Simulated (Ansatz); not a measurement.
## Run report: Co, single-point calculation (part 2 of 3)

Co (P-3m1, 6 atoms in the cell); DFT, PBE, plane waves, PAW, spin-polarised (Ansatz 0.2.0); cutoff 420 eV, 27×27×5 k-mesh, Gaussian smearing of 0.15 eV, collinear spins. The structure derives from an entry of the Crystallography Open Database. Some settings of this run were made unusual or wrong on purpose.

Geometry of the input (Å; fractional positions):
```
-2.4922  0.0000  0.0000
-1.2461  -2.1583  0.0000
0.0000  0.0000  18.1002
Co 0.3333  0.3333  0.6128
Co 0.3333  0.3333  0.1671
Co 0.3333  0.3333  0.3900
Co 0.6667  0.6667  0.0557
Co 0.6667  0.6667  0.2786
Co 0.6667  0.6667  0.5014
```

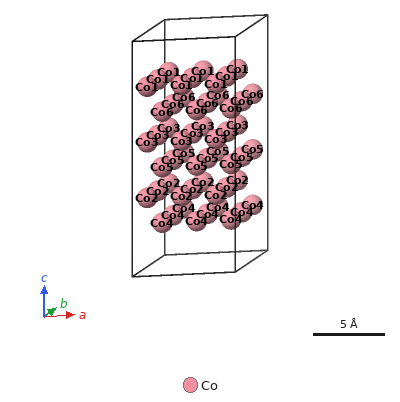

*The structure (spheres-only view of the 3 × 3 repeat of the cell, with the vacuum cut short, seen slightly off an axis; atoms are numbered from 1 in the order of the input). An atom can appear more than once, as a periodic image.*

## The program's output, continued
```
SCF iter   1: F=—  HF=-30753.144886 eV  |F-HF|=—  |Δ(HF+E_count)|=         —  Δρ=7.40e-2 (↑2.46e-2 ↓7.40e-2)  dr2=1.06e1  dr2_m=9.63e-1  M=10.673 μB ∫|m|=11.042 μB  β_m=0.30  ethr=3.10e-3  ⟨swp⟩=7.0  Hψ=191027  notcnv=0  defer=1044
Mixer restart at iter 1: flushing history
preconditioner: auto → LDOS  [metal: Δε(μ)=0.007 eV  Ē_g=7.828 eV  σ=0.150 eV  W_gap=0.03  n_scr=14 (ndim 8)  ℏωp=27.7 eV  f_vac=0.280  D(μ)=5.82/eV (n_scr^D=72)]
spin=Collinear: LDOS preconditioning applied to the charge; magnetization (m = ρ↑ − ρ↓) channel mixes plain (no charge-response kernel on spin).
SCF iter   2: F=—  HF=-30751.485324 eV  |F-HF|=—  |Δ(HF+E_count)|=    1.66e0  Δρ=2.99e-2 (↑2.99e-2 ↓2.37e-2)  dr2=5.86e-1  dr2_m=5.72e-1  M=10.592 μB ∫|m|=11.151 μB  β_m=0.33  ethr=3.10e-3  ⟨swp⟩=2.2  Hψ=79660  notcnv=0  defer=4222
SCF iter   3: F=—  HF=-30753.392075 eV  |F-HF|=—  |Δ(HF+E_count)|=    1.91e0  Δρ=1.61e-2 (↑1.61e-2 ↓1.42e-2)  dr2=1.23e-1  dr2_m=1.90e-1  M=10.422 μB ∫|m|=11.096 μB  β_m=0.48  ethr=5.75e-4  ⟨swp⟩=2.1  Hψ=76150  notcnv=0  defer=4240
SCF iter   4: F=—  HF=-30755.119078 eV  |F-HF|=—  |Δ(HF+E_count)|=    1.73e0  Δρ=6.59e-3 (↑6.59e-3 ↓4.17e-3)  dr2=8.91e-2  dr2_m=7.62e-3  M=10.123 μB ∫|m|=11.011 μB  β_m=0.57  ethr=1.20e-4  ⟨swp⟩=3.0  Hψ=104610  notcnv=0  defer=4240
SCF iter   5: F=—  HF=-30755.398793 eV  |F-HF|=—  |Δ(HF+E_count)|=   2.80e-1  Δρ=4.01e-3 (↑3.73e-3 ↓4.01e-3)  dr2=3.85e-2  dr2_m=2.43e-3  M=10.012 μB ∫|m|=10.976 μB  β_m=0.74  ethr=8.74e-5  ⟨swp⟩=2.0  Hψ=74740  notcnv=0  defer=4174
SCF iter   6: F=—  HF=-30755.474673 eV  |F-HF|=—  |Δ(HF+E_count)|=   7.59e-2  Δρ=2.11e-3 (↑2.11e-3 ↓1.63e-3)  dr2=7.46e-3  dr2_m=5.63e-4  M=9.954 μB ∫|m|=10.966 μB  β_m=0.76  ethr=3.77e-5  ⟨swp⟩=2.5  Hψ=86489  notcnv=0  defer=4264
SCF iter   7: F=—  HF=-30755.480045 eV  |F-HF|=—  |Δ(HF+E_count)|=   5.37e-3  Δρ=1.09e-3 (↑5.79e-4 ↓1.09e-3)  dr2=2.38e-3  dr2_m=1.18e-4  M=9.927 μB ∫|m|=10.959 μB  β_m=0.66  ethr=7.31e-6  ⟨swp⟩=2.2  Hψ=85535  notcnv=0  defer=4259
SCF iter   8: F=—  HF=-30755.479842 eV  |F-HF|=—  |Δ(HF+E_count)|=   2.03e-4  Δρ=2.42e-4 (↑2.42e-4 ↓1.53e-4)  dr2=4.67e-5  dr2_m=2.64e-5  M=9.924 μB ∫|m|=10.961 μB  β_m=0.78  ethr=2.33e-6  ⟨swp⟩=2.1  Hψ=67391  notcnv=0  defer=4281
SCF iter   9: F=—  HF=-30755.479857 eV  |F-HF|=—  |Δ(HF+E_count)|=   1.47e-5  Δρ=1.02e-4 (↑5.51e-5 ↓1.02e-4)  dr2=1.54e-5  dr2_m=3.82e-6  M=9.924 μB ∫|m|=10.962 μB  β_m=0.73  ethr=4.58e-8  ⟨swp⟩=3.1  Hψ=87897  notcnv=0  defer=4276
SCF iter  10: F=—  HF=-30755.479854 eV  |F-HF|=—  |Δ(HF+E_count)|=   2.83e-6  Δρ=7.02e-5 (↑6.36e-5 ↓7.02e-5)  dr2=1.26e-5  dr2_m=1.58e-7  M=9.924 μB ∫|m|=10.962 μB  β_m=0.60  ethr=1.51e-8  ⟨swp⟩=2.2  Hψ=73287  notcnv=0  defer=4282
SCF iter  11: F=—  HF=-30755.479855 eV  |F-HF|=—  |Δ(HF+E_count)|=   1.19e-6  Δρ=2.33e-5 (↑2.22e-5 ↓2.33e-5)  dr2=1.09e-6  dr2_m=2.81e-8  M=9.925 μB ∫|m|=10.963 μB  β_m=0.53  ethr=1.23e-8  ⟨swp⟩=2.3  Hψ=75687  notcnv=0  defer=4276
SCF iter  12: F=—  HF=-30755.479855 eV  |F-HF|=—  |Δ(HF+E_count)|=   4.61e-8  Δρ=6.41e-6 (↑4.12e-6 ↓6.41e-6)  dr2=2.92e-8  dr2_m=1.86e-8  M=9.924 μB ∫|m|=10.963 μB  β_m=0.64  ethr=1.06e-9  ⟨swp⟩=2.2  Hψ=67426  notcnv=0  defer=4277
SCF iter  13: F=—  HF=-30755.479855 eV  |F-HF|=—  |Δ(HF+E_count)|=   3.88e-8  Δρ=3.43e-6 (↑1.32e-6 ↓3.43e-6)  dr2=8.59e-9  dr2_m=4.14e-9  M=9.924 μB ∫|m|=10.963 μB  β_m=0.82  ethr=2.86e-11  ⟨swp⟩=3.0  Hψ=87589  notcnv=0  defer=4277
SCF iter  14: F=—  HF=-30755.479855 eV  |F-HF|=—  |Δ(HF+E_count)|=   1.12e-8  Δρ=1.73e-6 (↑1.73e-6 ↓1.44e-6)  dr2=7.07e-9  dr2_m=2.59e-10  M=9.924 μB ∫|m|=10.963 μB  β_m=0.68  ethr=8.42e-12  ⟨swp⟩=2.4  Hψ=81966  notcnv=0  defer=4277
SCF iter  15: F=—  HF=-30755.479855 eV  |F-HF|=—  |Δ(HF+E_count)|=  9.53e-10  Δρ=7.43e-7 (↑4.28e-7 ↓7.43e-7)  dr2=5.60e-10  dr2_m=8.43e-11  M=9.924 μB ∫|m|=10.963 μB  β_m=0.71  ethr=6.93e-12  ⟨swp⟩=2.3  Hψ=75852  notcnv=0  defer=4277
SCF iter  16: F=—  HF=-30755.479855 eV  |F-HF|=—  |Δ(HF+E_count)|=  1.31e-10  Δρ=2.12e-7 (↑1.05e-7 ↓2.12e-7)  dr2=7.71e-11  dr2_m=1.03e-11  M=9.924 μB ∫|m|=10.963 μB  β_m=0.66  ethr=5.49e-13 (applied; sched 1.00e-12)  ⟨swp⟩=2.5  Hψ=73994  notcnv=0  defer=4343
SCF iter  17: F=—  HF=-30755.479855 eV  |F-HF|=—  |Δ(HF+E_count)|=  2.91e-11  Δρ=1.41e-7 (↑1.41e-7 ↓6.96e-8)  dr2=2.41e-11  dr2_m=2.32e-12  M=9.924 μB ∫|m|=10.963 μB  β_m=0.55  ethr=7.56e-14 (applied; sched 1.00e-12)  ⟨swp⟩=2.4  Hψ=78690  notcnv=0  defer=4425
SCF iter  18: F=—  HF=-30755.479855 eV  |F-HF|=—  |Δ(HF+E_count)|=  4.00e-11  Δρ=2.98e-8 (↑2.98e-8 ↓2.68e-8)  dr2=1.78e-12  dr2_m=3.85e-13  M=9.924 μB ∫|m|=10.963 μB  β_m=0.69  ethr=2.36e-14 (applied; sched 1.00e-12)  ⟨swp⟩=2.1  Hψ=67855  notcnv=0  defer=4439
SCF iter  19: F=—  HF=-30755.479855 eV  |F-HF|=—  |Δ(HF+E_count)|=  2.55e-11  Δρ=2.01e-8 (↑1.21e-8 ↓2.01e-8)  dr2=1.23e-12  dr2_m=1.65e-13  M=9.924 μB ∫|m|=10.963 μB  β_m=0.71  ethr=1.74e-15 (applied; sched 1.00e-12)  ⟨swp⟩=2.1  Hψ=70612  notcnv=0  defer=4446
SCF iter  20: F=—  HF=-30755.479855 eV  |F-HF|=—  |Δ(HF+E_count)|=  7.28e-12  Δρ=8.70e-9 (↑8.70e-9 ↓7.82e-9)  dr2=3.10e-13  dr2_m=1.25e-14  M=9.924 μB ∫|m|=10.963 μB  β_m=0.72  ethr=1.20e-15 (applied; sched 1.00e-12)  ⟨swp⟩=2.3  Hψ=61659  notcnv=0  defer=4446
SCF iter  21: F=—  HF=-30755.479855 eV  |F-HF|=—  |Δ(HF+E_count)|=  2.18e-11  Δρ=6.26e-9 (↑4.21e-9 ↓6.26e-9)  dr2=6.86e-14  dr2_m=7.21e-15  M=9.924 μB ∫|m|=10.963 μB  β_m=0.63  ethr=3.04e-16 (applied; sched 1.00e-12)  ⟨swp⟩=2.0  Hψ=65237  notcnv=0  defer=4446
SCF iter  22: F=—  HF=-30755.479855 eV  |F-HF|=—  |Δ(HF+E_count)|=  3.64e-12  Δρ=2.41e-9 (↑1.45e-9 ↓2.41e-9)  dr2=6.88e-15  dr2_m=1.46e-15  M=9.924 μB ∫|m|=10.963 μB  β_m=0.73  ethr=6.72e-17 (applied; sched 1.00e-12)  ⟨swp⟩=2.5  Hψ=75382  notcnv=0  defer=4446
SCF iter  23: F=—  HF=-30755.479855 eV  |F-HF|=—  |Δ(HF+E_count)|=  1.09e-11  Δρ=9.28e-10 (↑7.75e-10 ↓9.28e-10)  dr2=2.27e-15  dr2_m=1.30e-16  M=9.924 μB ∫|m|=10.963 μB  β_m=0.67  ethr=6.75e-18 (applied; sched 1.00e-12)  ⟨swp⟩=2.6  Hψ=74399  notcnv=0  defer=4446
SCF iter  24: F=—  HF=-30755.479855 eV  |F-HF|=—  |Δ(HF+E_count)|=  2.18e-11  Δρ=5.49e-10 (↑5.49e-10 ↓4.43e-10)  dr2=7.83e-16  dr2_m=2.90e-17  M=9.924 μB ∫|m|=10.963 μB  β_m=0.54  ethr=2.23e-18 (applied; sched 1.00e-12)  ⟨swp⟩=2.2  Hψ=71050  notcnv=0  defer=4446
SCF iter  25: F=—  HF=-30755.479855 eV  |F-HF|=—  |Δ(HF+E_count)|=  1.82e-11  Δρ=1.41e-10 (↑1.07e-10 ↓1.41e-10)  dr2=1.44e-17  dr2_m=1.01e-17  M=9.924 μB ∫|m|=10.963 μB  β_m=0.70  ethr=9.19e-19 (applied; sched 1.00e-12)  ⟨swp⟩=2.0  Hψ=65266  notcnv=0  defer=4446
SCF iter  26: F=—  HF=-30755.479855 eV  |F-HF|=—  |Δ(HF+E_count)|=  1.09e-11  Δρ=7.20e-11 (↑7.20e-11 ↓6.52e-11)  dr2=1.15e-17  dr2_m=3.64e-19  M=9.924 μB ∫|m|=10.963 μB  β_m=0.61  ethr=9.19e-19 (applied; sched 1.00e-12)  ⟨swp⟩=1.0  Hψ=47226  notcnv=0  defer=4446
SCF iter  27: F=—  HF=-30755.479855 eV  |F-HF|=—  |Δ(HF+E_count)|=  7.28e-12  Δρ=3.22e-11 (↑2.34e-11 ↓3.22e-11)  dr2=2.14e-18  dr2_m=1.11e-19  M=9.924 μB ∫|m|=10.963 μB  β_m=0.58  ethr=9.19e-19 (applied; sched 1.00e-12)  ⟨swp⟩=1.1  Hψ=47249  notcnv=0  defer=4446
SCF iter  28: F=—  HF=-30755.479855 eV  |F-HF|=—  |Δ(HF+E_count)|=  1.09e-11  Δρ=1.12e-11 (↑7.16e-12 ↓1.12e-11)  dr2=2.40e-19  dr2_m=2.23e-20  M=9.924 μB ∫|m|=10.963 μB  β_m=0.67  ethr=9.19e-19 (applied; sched 1.00e-12)  ⟨swp⟩=1.1  Hψ=47564  notcnv=0  defer=4446
SCF iter  29: F=—  HF=-30755.479855 eV  |F-HF|=—  |Δ(HF+E_count)|=   5.89e-8  Δρ=1.27e-8 (↑3.11e-9 ↓1.27e-8)  dr2=2.23e-12  dr2_m=3.45e-14  M=9.924 μB ∫|m|=10.963 μB  β_m=0.67  ethr=9.19e-19 (applied; sched 1.00e-12)  ⟨swp⟩=7.7  Hψ=203475  notcnv=0  defer=4446
SCF iter  30: F=—  HF=-30755.479855 eV  |F-HF|=—  |Δ(HF+E_count)|=  1.82e-11  Δρ=1.26e-8 (↑3.12e-9 ↓1.26e-8)  dr2=2.25e-12  dr2_m=3.34e-14  M=9.924 μB ∫|m|=10.963 μB  β_m=0.35  ethr=2.18e-15 (applied; sched 1.00e-12)  ⟨swp⟩=1.0  Hψ=47192  notcnv=0  defer=4446
SCF iter  31: F=—  HF=-30755.479855 eV  |F-HF|=—  |Δ(HF+E_count)|=  1.82e-11  Δρ=1.26e-8 (↑3.11e-9 ↓1.26e-8)  dr2=2.25e-12  dr2_m=3.34e-14  M=9.924 μB ∫|m|=10.963 μB  β_m=0.18  ethr=2.21e-15 (applied; sched 1.00e-12)  ⟨swp⟩=1.0  Hψ=47192  notcnv=0  defer=4446
SCF iter  32: F=—  HF=-30755.479855 eV  |F-HF|=—  |Δ(HF+E_count)|=  2.18e-11  Δρ=1.26e-8 (↑3.12e-9 ↓1.26e-8)  dr2=2.24e-12  dr2_m=3.40e-14  M=9.924 μB ∫|m|=10.963 μB  β_m=0.09  ethr=2.21e-15 (applied; sched 1.00e-12)  ⟨swp⟩=1.0  Hψ=47192  notcnv=0  defer=4446
SCF iter  33: F=—  HF=-30755.479855 eV  |F-HF|=—  |Δ(HF+E_count)|=  3.27e-11  Δρ=1.26e-8 (↑3.11e-9 ↓1.26e-8)  dr2=2.25e-12  dr2_m=3.34e-14  M=9.924 μB ∫|m|=10.963 μB  β_m=0.05  ethr=2.19e-15 (applied; sched 1.00e-12)  ⟨swp⟩=1.0  Hψ=47192  notcnv=0  defer=4446
SCF iter  34: F=—  HF=-30755.479855 eV  |F-HF|=—  |Δ(HF+E_count)|=  7.28e-12  Δρ=1.34e-8 (↑3.41e-9 ↓1.34e-8)  dr2=2.18e-12  dr2_m=4.13e-14  M=9.924 μB ∫|m|=10.963 μB  β_m=0.02  ethr=2.21e-15 (applied; sched 1.00e-12)  ⟨swp⟩=1.0  Hψ=47192  notcnv=0  defer=4446
SCF iter  35: F=—  HF=-30755.479855 eV  |F-HF|=—  |Δ(HF+E_count)|=    0.00e0  Δρ=1.32e-8 (↑2.87e-9 ↓1.32e-8)  dr2=2.14e-12  dr2_m=3.61e-14  M=9.924 μB ∫|m|=10.963 μB  β_m=0.01  ethr=2.14e-15 (applied; sched 1.00e-12)  ⟨swp⟩=1.0  Hψ=47192  notcnv=0  defer=4446
SCF iter  36: F=—  HF=-30755.479855 eV  |F-HF|=—  |Δ(HF+E_count)|=  3.64e-11  Δρ=1.33e-8 (↑3.41e-9 ↓1.33e-8)  dr2=2.18e-12  dr2_m=4.12e-14  M=9.924 μB ∫|m|=10.963 μB  β_m=0.01  ethr=2.09e-15 (applied; sched 1.00e-12)  ⟨swp⟩=1.0  Hψ=47192  notcnv=0  defer=4446
SCF iter  37: F=-30755.479855 eV  HF=-30755.479855 eV  |F-HF|=3.64e-12  |Δ(HF+E_count)|=  1.46e-11  Δρ=1.61e-8 (↑4.99e-9 ↓1.61e-8)  dr2=2.29e-12  dr2_m=5.97e-14  M=9.924 μB ∫|m|=10.963 μB  β_m=0.03  ethr=2.14e-15 (applied; sched 1.00e-12)  ⟨swp⟩=1.4  Hψ=49962  notcnv=0  defer=4446
SCF iter  38: F=-30755.479855 eV  HF=-30755.479855 eV  |F-HF|=1.09e-11  |Δ(HF+E_count)|=  3.27e-11  Δρ=1.44e-8 (↑4.51e-9 ↓1.44e-8)  dr2=2.07e-12  dr2_m=4.81e-14  M=9.924 μB ∫|m|=10.963 μB  β_m=0.23  ethr=2.25e-15 (applied; sched 1.00e-12)  ⟨swp⟩=1.1  Hψ=47245  notcnv=0  defer=4446
SCF iter  39: F=-30755.479855 eV  HF=-30755.479855 eV  |F-HF|=2.91e-11  |Δ(HF+E_count)|=  3.27e-11  Δρ=9.86e-9 (↑9.86e-9 ↓8.45e-9)  dr2=3.08e-13  dr2_m=1.53e-14  M=9.924 μB ∫|m|=10.963 μB  β_m=0.23  ethr=2.03e-15 (applied; sched 1.00e-12)  ⟨swp⟩=2.8  Hψ=72100  notcnv=0  defer=4446
SCF iter  40: F=-30755.479855 eV  HF=-30755.479855 eV  |F-HF|=1.46e-11  |Δ(HF+E_count)|=  1.46e-11  Δρ=1.01e-8 (↑1.01e-8 ↓5.20e-9)  dr2=2.31e-13  dr2_m=2.19e-14  M=9.924 μB ∫|m|=10.963 μB  β_m=0.54  ethr=3.02e-16 (applied; sched 1.00e-12)  ⟨swp⟩=2.6  Hψ=68273  notcnv=0  defer=4446
SCF iter  41: F=-30755.479855 eV  HF=-30755.479855 eV  |F-HF|=7.28e-12  |Δ(HF+E_count)|=  4.00e-11  Δρ=5.13e-9 (↑3.17e-9 ↓5.13e-9)  dr2=1.69e-13  dr2_m=2.43e-15  M=9.924 μB ∫|m|=10.963 μB  β_m=0.53  ethr=2.27e-16 (applied; sched 1.00e-12)  ⟨swp⟩=2.4  Hψ=63970  notcnv=0  defer=4446
SCF iter  42: F=-30755.479855 eV  HF=-30755.479855 eV  |F-HF|=2.55e-11  |Δ(HF+E_count)|=  3.64e-12  Δρ=2.30e-9 (↑2.30e-9 ↓2.03e-9)  dr2=2.42e-14  dr2_m=1.38e-15  M=9.924 μB ∫|m|=10.963 μB  β_m=0.76  ethr=1.65e-16 (applied; sched 1.00e-12)  ⟨swp⟩=1.8  Hψ=56623  notcnv=0  defer=4446
SCF iter  43: F=-30755.479855 eV  HF=-30755.479855 eV  |F-HF|=1.46e-11  |Δ(HF+E_count)|=  2.18e-11  Δρ=2.37e-9 (↑1.52e-9 ↓2.37e-9)  dr2=1.11e-14  dr2_m=5.27e-16  M=9.924 μB ∫|m|=10.963 μB  β_m=0.61  ethr=2.37e-17 (applied; sched 1.00e-12)  ⟨swp⟩=2.6  Hψ=72947  notcnv=0  defer=4446
SCF iter  44: F=-30755.479855 eV  HF=-30755.479855 eV  |F-HF|=1.46e-11  |Δ(HF+E_count)|=  2.91e-11  Δρ=6.61e-10 (↑6.14e-10 ↓6.61e-10)  dr2=8.93e-16  dr2_m=1.56e-16  M=9.924 μB ∫|m|=10.963 μB  β_m=0.65  ethr=1.08e-17 (applied; sched 1.00e-12)  ⟨swp⟩=2.0  Hψ=64275  notcnv=0  defer=4446
SCF iter  45: F=-30755.479855 eV  HF=-30755.479855 eV  |F-HF|=1.46e-11  |Δ(HF+E_count)|=  5.46e-11  Δρ=1.91e-10 (↑1.91e-10 ↓1.53e-10)  dr2=5.87e-17  dr2_m=5.21e-18  M=9.924 μB ∫|m|=10.963 μB  β_m=0.57  ethr=9.19e-19 (applied; sched 1.00e-12)  ⟨swp⟩=2.1  Hψ=65692  notcnv=0  defer=4446
SCF iter  46: F=-30755.479855 eV  HF=-30755.479855 eV  |F-HF|=7.28e-12  |Δ(HF+E_count)|=  5.46e-11  Δρ=7.42e-11 (↑7.42e-11 ↓7.32e-11)  dr2=1.25e-17  dr2_m=1.60e-18  M=9.924 μB ∫|m|=10.963 μB  β_m=0.50  ethr=9.19e-19 (applied; sched 1.00e-12)  ⟨swp⟩=1.3  Hψ=48921  notcnv=0  defer=4446
SCF iter  47: F=-30755.479855 eV  HF=-30755.479855 eV  |F-HF|=3.64e-11  |Δ(HF+E_count)|=  1.09e-11  Δρ=5.30e-11 (↑2.43e-11 ↓5.30e-11)  dr2=1.84e-18  dr2_m=1.19e-18  M=9.924 μB ∫|m|=10.963 μB  β_m=0.75  ethr=9.19e-19 (applied; sched 1.00e-12)  ⟨swp⟩=1.1  Hψ=47330  notcnv=0  defer=4446
SCF iter  48: F=-30755.479855 eV  HF=-30755.479855 eV  |F-HF|=1.09e-11  |Δ(HF+E_count)|=  1.82e-11  Δρ=1.98e-11 (↑1.68e-11 ↓1.98e-11)  dr2=1.85e-18  dr2_m=3.43e-20  M=9.924 μB ∫|m|=10.963 μB  β_m=0.63  ethr=9.19e-19 (applied; sched 1.00e-12)  ⟨swp⟩=1.1  Hψ=47353  notcnv=0  defer=4446
```
